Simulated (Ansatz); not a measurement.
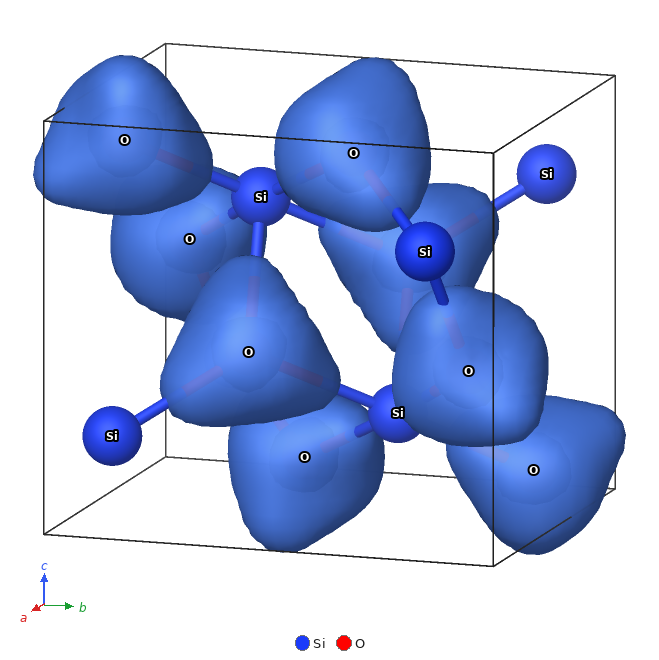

The picture shows: SiO₂. Isosurface of the ELF at 0.7 (blue), seen slightly off an axis. Core shells and regions of very low density are left out. Sticks mark near contacts.

Space group Pbcn; a generated structure, not necessarily the stable one.

These are results of DFT LDA, scalar-relativistic, plane waves, PAW (Ansatz 0.2.0), not measurements.

Core electrons are frozen (PAW), and the valence fields are smoothed inside the atomic spheres.

```
Si O
1.0
     4.04682    0.00000    0.00000
     0.00000    4.99931    0.00000
     0.00000    0.00000    4.46239
Si O
4 8
Cartesian
  0.0000 0.7614 1.1156
  0.0000 4.2379 3.3468
  2.0234 1.7383 3.3468
  2.0234 3.2611 1.1156
  2.9614 3.0852 4.1037
  1.0854 1.9141 0.3587
  3.1088 4.4137 1.8725
  0.9380 0.5856 2.5899
  0.9380 4.4137 0.3587
  3.1088 0.5856 4.1037
  1.0854 3.0852 2.5899
  2.9614 1.9141 1.8725
```

### Where are the electrons localised?

The surface consists of eight regions on O in which the atom's valence shell and bonds are merged, counted in one cell of 12 atoms. Any copies at cell faces, edges or corners count once. Profiles from the grid: Si–O (1.75 Å): the ELF peaks at about 0.85 between the atoms. Si–O (1.81 Å): the ELF peaks at about 0.85 between the atoms.
